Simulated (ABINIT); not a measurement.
# Geometry relaxation of Ge (part 2 of 2)

The same run, continued: Ge (Fd-3m, 2 atoms in the cell); Kohn-Sham DFT of a periodic cell, PBE, PseudoDojo NC SR PBE v0.4.1 standard, no spin polarisation (ABINIT 10.8.3); cutoff 1061.24 eV, 6×6×6 k-mesh, fermi-dirac of 0.05 eV. The structure derives from an entry of the Crystallography Open Database.

Geometry of the input (Å; fractional positions):
```
0.0000  2.8289  2.8289
2.8289  0.0000  2.8289
2.8289  2.8289  0.0000
Ge 0.7500  0.7500  0.7500
Ge 0.5000  0.5000  0.5000
```

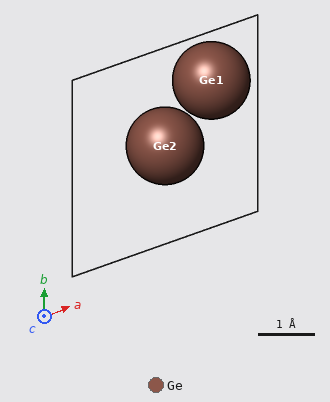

Fig. 1: The geometry at step 2 of the log (spheres-only view of the cell of the calculation, along the c axis; atoms are numbered from 1 in the order of the input).

The program's output, continued:
```
 ------------------------------------------------
 Atom  Sphere_radius  Integrated_density
    1        2.00000         11.55585433
    2        2.00000         11.55585433

---OUTPUT-----------------------------------------------------------------------

 Cartesian coordinates (xcart) [bohr]
  8.04996687578894E+00  8.04996687578894E+00  8.04996687578894E+00
  5.36664458385930E+00  5.36664458385930E+00  5.36664458385930E+00
 Reduced coordinates (xred)
  7.50000000000000E-01  7.50000000000000E-01  7.50000000000000E-01
  5.00000000000000E-01  5.00000000000000E-01  5.00000000000000E-01
 Cartesian forces (fcart) [Ha/bohr]; max,rms= 7.52606E-29 7.52606E-29 (free atoms)
  7.52605798952882E-29 -7.52605798952882E-29 -7.52605798952882E-29
 -7.52605798952882E-29  7.52605798952882E-29  7.52605798952882E-29
 Gradient of E wrt nuclear positions in reduced coordinates (gred)
  8.07793566946316E-28  4.04225459480065E-44 -4.04225459480065E-44
 -8.07793566946316E-28 -4.04225459480065E-44  4.04225459480065E-44
 Scale of Primitive Cell (acell) [bohr]
  7.58958155492993E+00  7.58958155492993E+00  7.58958155492993E+00
 Real space primitive translations (rprimd) [bohr]
  0.00000000000000E+00  5.36664458385930E+00  5.36664458385930E+00
  5.36664458385930E+00  0.00000000000000E+00  5.36664458385930E+00
  5.36664458385930E+00  5.36664458385930E+00  0.00000000000000E+00
 Unitary Cell Volume (ucvol) [Bohr^3]=  3.09128109885296E+02
 Angles (23,13,12)= [degrees]
  6.00000000000000E+01  6.00000000000000E+01  6.00000000000000E+01
 Lengths [Bohr]
  7.58958155492993E+00  7.58958155492993E+00  7.58958155492993E+00
 Stress tensor in cartesian coordinates (strten) [Ha/bohr^3]
 -1.02504056329080E-04  0.00000000000000E+00  0.00000000000000E+00
  0.00000000000000E+00 -1.02504056329073E-04  0.00000000000000E+00
  0.00000000000000E+00  0.00000000000000E+00 -1.02504056329073E-04
 Total energy (etotal) [Ha]= -1.78640413987942E+02

 Difference of energy with previous step (new-old):
           Absolute (Ha)=-4.14985E-04
           Relative     =-2.32302E-06

--- Iteration: ( 3/50) Internal Cycle: (1/1)
--------------------------------------------------------------------------------

---SELF-CONSISTENT-FIELD CONVERGENCE--------------------------------------------

--- !BeginCycle
iteration_state: {dtset: 1, itime: 3, icycle: 1, }
solver: {iscf: 7, nstep: 80, nline: 4, wfoptalg: 0, }
tolerances: {tolvrs: 1.00E-12, }
...

     iter   Etot(hartree)      deltaE(h)  residm     vres2
 ETOT  1  -178.57500746516    -1.786E+02 2.512E-04 9.170E+02
 ETOT  2  -178.63826943881    -6.326E-02 3.467E-04 3.043E+01
 ETOT  3  -178.64076888897    -2.499E-03 3.262E-04 6.716E+00
 ETOT  4  -178.64113108462    -3.622E-04 1.532E-04 2.778E-01
 ETOT  5  -178.64114372933    -1.264E-05 2.414E-06 3.351E-03
 ETOT  6  -178.64114383215    -1.028E-07 6.426E-07 1.923E-05
 ETOT  7  -178.64114383255    -3.963E-10 1.178E-08 3.626E-07
 ETOT  8  -178.64114383257    -1.850E-11 9.978E-10 2.971E-09
 ETOT  9  -178.64114383255     1.359E-11 8.417E-11 1.675E-11
 ETOT 10  -178.64114383256    -2.814E-12 6.340E-12 9.837E-14

 At SCF step   10       vres2   =  9.84E-14 < tolvrs=  1.00E-12 =>converged.

 Cartesian components of stress tensor (hartree/bohr^3)
  sigma(1 1)= -1.06721648E-06  sigma(3 2)=  0.00000000E+00
  sigma(2 2)= -1.06721648E-06  sigma(3 1)=  0.00000000E+00
  sigma(3 3)= -1.06721648E-06  sigma(2 1)=  0.00000000E+00

--- !ResultsGS
iteration_state: {dtset: 1, itime: 3, icycle: 1, }
comment   : Summary of ground state results
lattice_vectors:
- [  0.0000000,   5.4499645,   5.4499645, ]
- [  5.4499645,   0.0000000,   5.4499645, ]
- [  5.4499645,   5.4499645,   0.0000000, ]
lattice_lengths: [   7.70741,    7.70741,    7.70741, ]
lattice_angles: [ 60.000,  60.000,  60.000, ] # degrees, (23, 13, 12)
lattice_volume:   3.2375093E+02
convergence: {deltae: -2.814E-12, res2:  9.837E-14, residm:  6.340E-12, diffor: null, }
etotal    :  -1.78641144E+02
entropy   :   0.00000000E+00
fermie    :   1.29461681E-01
cartesian_stress_tensor: # hartree/bohr^3
- [ -1.06721648E-06,   0.00000000E+00,   0.00000000E+00, ]
- [  0.00000000E+00,  -1.06721648E-06,   0.00000000E+00, ]
- [  0.00000000E+00,   0.00000000E+00,  -1.06721648E-06, ]
pressure_GPa:   3.1399E-02
xred      :
- [  7.5000E-01,   7.5000E-01,   7.5000E-01, Ge]
- [  5.0000E-01,   5.0000E-01,   5.0000E-01, Ge]
cartesian_forces: # hartree/bohr
- [ -3.95253247E-28,   3.95253247E-28,  -1.79366203E-43, ]
- [  3.95253247E-28,  -3.95253247E-28,   1.34524653E-43, ]
force_length_stats: {min:   5.58972502E-28, max:   5.58972502E-28, mean:   5.58972502E-28, }
...

 Integrated electronic density in atomic spheres:
 ------------------------------------------------
 Atom  Sphere_radius  Integrated_density
    1        2.00000         11.53547714
    2        2.00000         11.53547714

---OUTPUT-----------------------------------------------------------------------

 Cartesian coordinates (xcart) [bohr]
  8.17494681058128E+00  8.17494681058128E+00  8.17494681058128E+00
  5.44996454038752E+00  5.44996454038752E+00  5.44996454038752E+00
 Reduced coordinates (xred)
  7.50000000000000E-01  7.50000000000000E-01  7.50000000000000E-01
  5.00000000000000E-01  5.00000000000000E-01  5.00000000000000E-01
 Cartesian forces (fcart) [Ha/bohr]; max,rms= 3.95253E-28 3.22723E-28 (free atoms)
 -3.95253246614764E-28  3.95253246614764E-28 -1.79366203433577E-43
  3.95253246614764E-28 -3.95253246614764E-28  1.34524652575182E-43
 Gradient of E wrt nuclear positions in reduced coordinates (gred)
 -2.15411617852351E-27  2.15411617852351E-27 -5.99032619304598E-44
  2.15411617852351E-27 -2.15411617852351E-27 -5.44442828224618E-44
 Scale of Primitive Cell (acell) [bohr]
  7.70741376746848E+00  7.70741376746848E+00  7.70741376746848E+00
 Real space primitive translations (rprimd) [bohr]
  0.00000000000000E+00  5.44996454038752E+00  5.44996454038752E+00
  5.44996454038752E+00  0.00000000000000E+00  5.44996454038752E+00
  5.44996454038752E+00  5.44996454038752E+00  0.00000000000000E+00
 Unitary Cell Volume (ucvol) [Bohr^3]=  3.23750930606278E+02
 Angles (23,13,12)= [degrees]
  6.00000000000000E+01  6.00000000000000E+01  6.00000000000000E+01
 Lengths [Bohr]
  7.70741376746848E+00  7.70741376746848E+00  7.70741376746848E+00
 Stress tensor in cartesian coordinates (strten) [Ha/bohr^3]
 -1.06721648339067E-06  0.00000000000000E+00  0.00000000000000E+00
  0.00000000000000E+00 -1.06721648339761E-06  0.00000000000000E+00
  0.00000000000000E+00  0.00000000000000E+00 -1.06721648340108E-06
 Total energy (etotal) [Ha]= -1.78641143832556E+02

 Difference of energy with previous step (new-old):
           Absolute (Ha)=-7.29845E-04
           Relative     =-4.08554E-06

--- Iteration: ( 4/50) Internal Cycle: (1/1)
--------------------------------------------------------------------------------

---SELF-CONSISTENT-FIELD CONVERGENCE--------------------------------------------

--- !BeginCycle
iteration_state: {dtset: 1, itime: 4, icycle: 1, }
solver: {iscf: 7, nstep: 80, nline: 4, wfoptalg: 0, }
tolerances: {tolvrs: 1.00E-12, }
...

     iter   Etot(hartree)      deltaE(h)  residm     vres2
 ETOT  1  -178.64113716594    -1.786E+02 2.854E-08 9.786E-02
 ETOT  2  -178.64114357813    -6.412E-06 1.805E-08 4.205E-03
 ETOT  3  -178.64114387552    -2.974E-07 7.637E-09 9.136E-04
 ETOT  4  -178.64114392241    -4.689E-08 1.040E-08 3.238E-05
 ETOT  5  -178.64114392404    -1.634E-09 3.500E-10 4.272E-07
 ETOT  6  -178.64114392405    -6.565E-12 3.634E-11 2.878E-09
 ETOT  7  -178.64114392406    -5.741E-12 7.293E-12 4.278E-11
 ETOT  8  -178.64114392406    -3.809E-12 4.437E-13 4.644E-13

 At SCF step    8       vres2   =  4.64E-13 < tolvrs=  1.00E-12 =>converged.

 Cartesian components of stress tensor (hartree/bohr^3)
  sigma(1 1)= -5.78398094E-08  sigma(3 2)=  0.00000000E+00
  sigma(2 2)= -5.78398094E-08  sigma(3 1)=  0.00000000E+00
  sigma(3 3)= -5.78398094E-08  sigma(2 1)=  0.00000000E+00

--- !ResultsGS
iteration_state: {dtset: 1, itime: 4, icycle: 1, }
comment   : Summary of ground state results
lattice_vectors:
- [  0.0000000,   5.4508831,   5.4508831, ]
- [  5.4508831,   0.0000000,   5.4508831, ]
- [  5.4508831,   5.4508831,   0.0000000, ]
lattice_lengths: [   7.70871,    7.70871,    7.70871, ]
lattice_angles: [ 60.000,  60.000,  60.000, ] # degrees, (23, 13, 12)
lattice_volume:   3.2391465E+02
convergence: {deltae: -3.809E-12, res2:  4.644E-13, residm:  4.437E-13, diffor: null, }
etotal    :  -1.78641144E+02
entropy   :   0.00000000E+00
fermie    :   1.29278752E-01
cartesian_stress_tensor: # hartree/bohr^3
- [ -5.78398094E-08,   0.00000000E+00,   0.00000000E+00, ]
- [  0.00000000E+00,  -5.78398094E-08,   0.00000000E+00, ]
- [  0.00000000E+00,   0.00000000E+00,  -5.78398094E-08, ]
pressure_GPa:   1.7017E-03
xred      :
- [  7.5000E-01,   7.5000E-01,   7.5000E-01, Ge]
- [  5.0000E-01,   5.0000E-01,   5.0000E-01, Ge]
cartesian_forces: # hartree/bohr
- [  0.00000000E+00,   0.00000000E+00,   3.95186642E-28, ]
- [  0.00000000E+00,   0.00000000E+00,  -3.95186642E-28, ]
force_length_stats: {min:   3.95186642E-28, max:   3.95186642E-28, mean:   3.95186642E-28, }
...

 Integrated electronic density in atomic spheres:
 ------------------------------------------------
 Atom  Sphere_radius  Integrated_density
    1        2.00000         11.53610891
    2        2.00000         11.53610891

---OUTPUT-----------------------------------------------------------------------

 Cartesian coordinates (xcart) [bohr]
  8.17632460946152E+00  8.17632460946152E+00  8.17632460946152E+00
  5.45088307297435E+00  5.45088307297435E+00  5.45088307297435E+00
 Reduced coordinates (xred)
  7.50000000000000E-01  7.50000000000000E-01  7.50000000000000E-01
  5.00000000000000E-01  5.00000000000000E-01  5.00000000000000E-01
 Cartesian forces (fcart) [Ha/bohr]; max,rms= 3.95187E-28 2.28161E-28 (free atoms)
  0.00000000000000E+00  0.00000000000000E+00  3.95186642179813E-28
  0.00000000000000E+00  0.00000000000000E+00 -3.95186642179812E-28
 Gradient of E wrt nuclear positions in reduced coordinates (gred)
 -2.15411617852351E-27 -2.15411617852351E-27 -0.00000000000000E+00
  2.15411617852351E-27  2.15411617852351E-27 -0.00000000000000E+00
 Scale of Primitive Cell (acell) [bohr]
  7.70871276871025E+00  7.70871276871025E+00  7.70871276871025E+00
 Real space primitive translations (rprimd) [bohr]
  0.00000000000000E+00  5.45088307297435E+00  5.45088307297435E+00
  5.45088307297435E+00  0.00000000000000E+00  5.45088307297435E+00
  5.45088307297435E+00  5.45088307297435E+00  0.00000000000000E+00
 Unitary Cell Volume (ucvol) [Bohr^3]=  3.23914652351545E+02
 Angles (23,13,12)= [degrees]
  6.00000000000000E+01  6.00000000000000E+01  6.00000000000000E+01
 Lengths [Bohr]
  7.70871276871025E+00  7.70871276871025E+00  7.70871276871025E+00
 Stress tensor in cartesian coordinates (strten) [Ha/bohr^3]
 -5.78398093968591E-08  0.00000000000000E+00  0.00000000000000E+00
  0.00000000000000E+00 -5.78398093968591E-08  0.00000000000000E+00
  0.00000000000000E+00  0.00000000000000E+00 -5.78398093933896E-08
 Total energy (etotal) [Ha]= -1.78641143924059E+02

 Difference of energy with previous step (new-old):
           Absolute (Ha)=-9.15034E-08
           Relative     =-5.12219E-10

 At Broyd/MD step   4, gradients are converged :
  max grad (force/stress) = 5.7840E-06 < tolmxf= 2.0000E-05 ha/bohr (free atoms)

================================================================================

 ----iterations are completed or convergence reached----

 Mean square residual over all n,k,spin=   20.118E-16; max=  44.374E-14
 reduced coordinates (array xred) for    2 atoms
       0.750000000000      0.750000000000      0.750000000000
       0.500000000000      0.500000000000      0.500000000000
 rms dE/dt=  2.1541E-27; max dE/dt=  4.3082E-27; dE/dt below (all hartree)
    1       0.000000000000     -0.000000000000      0.000000000000
    2       0.000000000000      0.000000000000      0.000000000000

 cartesian coordinates (angstrom) at end:
    1      4.32672464933711     4.32672464933711     4.32672464933711
    2      2.88448309955807     2.88448309955807     2.88448309955807

 cartesian forces (hartree/bohr) at end:
    1      0.00000000000000     0.00000000000000     0.00000000000000
    2      0.00000000000000     0.00000000000000    -0.00000000000000
 frms,max,avg= 2.2816111E-28 3.9518664E-28   0.000E+00  0.000E+00  0.000E+00 h/b

 cartesian forces (eV/Angstrom) at end:
    1      0.00000000000000     0.00000000000000     0.00000000000000
    2      0.00000000000000     0.00000000000000    -0.00000000000000
 frms,max,avg= 1.1732516E-26 2.0321314E-26   0.000E+00  0.000E+00  0.000E+00 e/A
 length scales=  7.708712768710  7.708712768710  7.708712768710 bohr
              =  4.079275119831  4.079275119831  4.079275119831 angstroms
 Fermi (or HOMO) energy (hartree) =   0.12928   Average Vxc (hartree)=  -0.35865
 Eigenvalues (hartree) for nkpt=  16  k points:
 kpt#   1, nband= 18, wtk=  0.00463, kpt=  0.0000  0.0000  0.0000 (reduced coord)
  -0.77975   -0.77975   -0.77975   -0.77865   -0.77865   -0.77196   -0.77196   -0.77196
  -0.77171   -0.77171   -0.32274    0.11281    0.13079    0.13079    0.13079    0.22354
   0.22354    0.22354
      occupation numbers for kpt#   1
   2.00000    2.00000    2.00000    2.00000    2.00000    2.00000    2.00000    2.00000
   2.00000    2.00000    2.00000    1.99974    0.61106    0.61106    0.61106    0.00000
   0.00000    0.00000
 prteigrs : prtvol=0 or 1, do not print more k-points.

--- !EnergyTerms
iteration_state     : {dtset: 1, itime: 4, icycle: 1, }
comment             : Components of total free energy in Hartree
kinetic             :  1.34052382560680E+02
hartree             :  5.65325722203055E+01
xc                  : -4.36312954540351E+01
Ewald energy        : -9.68478320408807E+01
psp_core            :  5.34411665938995E+00
local_psp           : -1.39836146159732E+02
non_local_psp       : -9.42548668870130E+01
internal            : -1.78641069101285E+02
'-kT*entropy'       : -7.48227744022010E-05
total_energy        : -1.78641143924059E+02
total_energy_eV     : -4.86107316674146E+03
band_energy         : -1.60663894946981E+01
...

 Cartesian components of stress tensor (hartree/bohr^3)
  sigma(1 1)= -5.78398094E-08  sigma(3 2)=  0.00000000E+00
  sigma(2 2)= -5.78398094E-08  sigma(3 1)=  0.00000000E+00
  sigma(3 3)= -5.78398094E-08  sigma(2 1)=  0.00000000E+00

-Cartesian components of stress tensor (GPa)         [Pressure=  1.7017E-03 GPa]
- sigma(1 1)= -1.70170594E-03  sigma(3 2)=  0.00000000E+00
- sigma(2 2)= -1.70170594E-03  sigma(3 1)=  0.00000000E+00
- sigma(3 3)= -1.70170594E-03  sigma(2 1)=  0.00000000E+00

== END DATASET(S) ==============================================================
================================================================================

 -outvars: echo values of variables after computation  --------
            acell      7.7087127687E+00  7.7087127687E+00  7.7087127687E+00 Bohr
           etotal     -1.7864114392E+02
            fcart      0.0000000000E+00  0.0000000000E+00  3.9518664218E-28
                       0.0000000000E+00  0.0000000000E+00 -3.9518664218E-28
            rprim      0.0000000000E+00  7.0710678119E-01  7.0710678119E-01
                       7.0710678119E-01  0.0000000000E+00  7.0710678119E-01
                       7.0710678119E-01  7.0710678119E-01  0.0000000000E+00
           strten     -5.7839809397E-08 -5.7839809397E-08 -5.7839809393E-08
                       0.0000000000E+00  0.0000000000E+00  0.0000000000E+00
           xangst      4.3267246493E+00  4.3267246493E+00  4.3267246493E+00
                       2.8844830996E+00  2.8844830996E+00  2.8844830996E+00
             xred      7.5000000000E-01  7.5000000000E-01  7.5000000000E-01
                       5.0000000000E-01  5.0000000000E-01  5.0000000000E-01
 Calculation completed.
```

Trajectory as extended XYZ (Å, eV, eV/Å), 4 frames, from step=0 to step=3:
```
2
Lattice="0.0000 2.8289 2.8289 2.8289 0.0000 2.8289 2.8289 2.8289 0.0000" Properties=species:S:1:pos:R:3:forces:R:3 step=0 energy=-4861.04201
Ge    4.2434    4.2434    4.2434    0.0000   0.0000   0.0000
Ge    2.8289    2.8289    2.8289    0.0000   0.0000   0.0000
2
Lattice="0.0000 2.8399 2.8399 2.8399 0.0000 2.8399 2.8399 2.8399 0.0000" Properties=species:S:1:pos:R:3:forces:R:3 step=1 energy=-4861.05330
Ge    4.2599    4.2599    4.2599    0.0000   0.0000   0.0000
Ge    2.8399    2.8399    2.8399    0.0000   0.0000   0.0000
2
Lattice="0.0000 2.8840 2.8840 2.8840 0.0000 2.8840 2.8840 2.8840 0.0000" Properties=species:S:1:pos:R:3:forces:R:3 step=2 energy=-4861.07316
Ge    4.3260    4.3260    4.3260    0.0000   0.0000   0.0000
Ge    2.8840    2.8840    2.8840    0.0000   0.0000   0.0000
2
Lattice="0.0000 2.8845 2.8845 2.8845 0.0000 2.8845 2.8845 2.8845 0.0000" Properties=species:S:1:pos:R:3:forces:R:3 step=3 energy=-4861.07317
Ge    4.3267    4.3267    4.3267    0.0000   0.0000   0.0000
Ge    2.8845    2.8845    2.8845    0.0000   0.0000   0.0000
```

Key numbers:

```json
{"quantity": "outcome", "value": "converged"}
{"quantity": "space group (tolerance 0.01 Å)", "value": "Fd-3m (227)"}
{"quantity": "electrons treated", "value": "28"}
{"quantity": "free energy", "value": "−4861.0732 eV"}
{"quantity": "Fermi energy", "value": "3.518 eV"}
{"quantity": "gap on the k-point mesh", "value": "none (metallic)"}
{"quantity": "pressure", "value": "0.00 GPa"}
{"quantity": "final volume", "value": "48.00 Å³"}
{"quantity": "largest force (length of the vector) at the end", "value": "under 0.001 eV/Å"}
{"quantity": "final cell", "value": "a = 4.079 Å, b = 4.079 Å, c = 4.079 Å, α = 60.00°, β = 60.00°, γ = 60.00°"}
{"quantity": "hardware", "value": "4 threads of Intel Xeon (Sapphire Rapids), 16 GiB of memory available, shared host"}
{"quantity": "wall time", "value": "38 s (CPU time 2.5 min)"}
{"quantity": "peak memory", "value": "0.4 GiB"}
```
